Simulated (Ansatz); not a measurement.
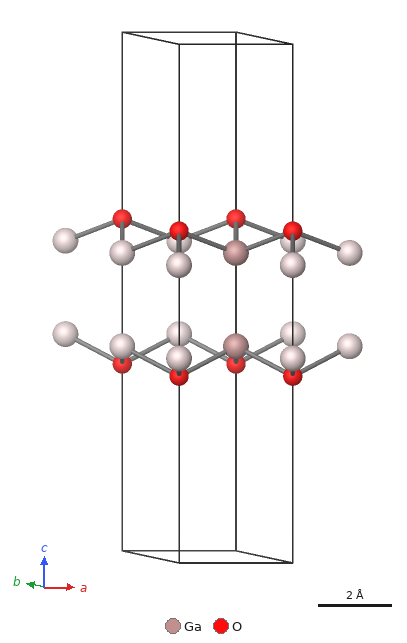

A ball-and-stick rendering, viewed from the side at a slight tilt. Thin lines show the simulation cell, with boundary atoms drawn in all their periodic places. Every bond is drawn to its end, so some atoms lie outside the box, in fainter colours.

GaO, a = 3.13 Å, b = 3.13 Å, c = 14.40 Å, α = 90.00°, β = 90.00°, γ = 120.00°.

All computed values are from Ansatz 0.2.0, DFT PBE, scalar-relativistic, plane waves, PAW. Settings: a plane-wave cutoff of 420 eV, Brillouin-zone sampling on a 12×12×2 mesh, Gaussian smearing of 0.02 eV, no spin polarisation.

Is it conducting or gapped at this level?

A semiconductor at this level, with a gap of 1.20 eV on the k-mesh (the true edges may lie between mesh points, so the gap can be somewhat smaller).

The model was built from a structure listed in the Materials Project, with elements exchanged, so it need not be a known form of the compound. The cell was then strained or its atoms displaced on purpose. It went into a calculation with Ansatz.
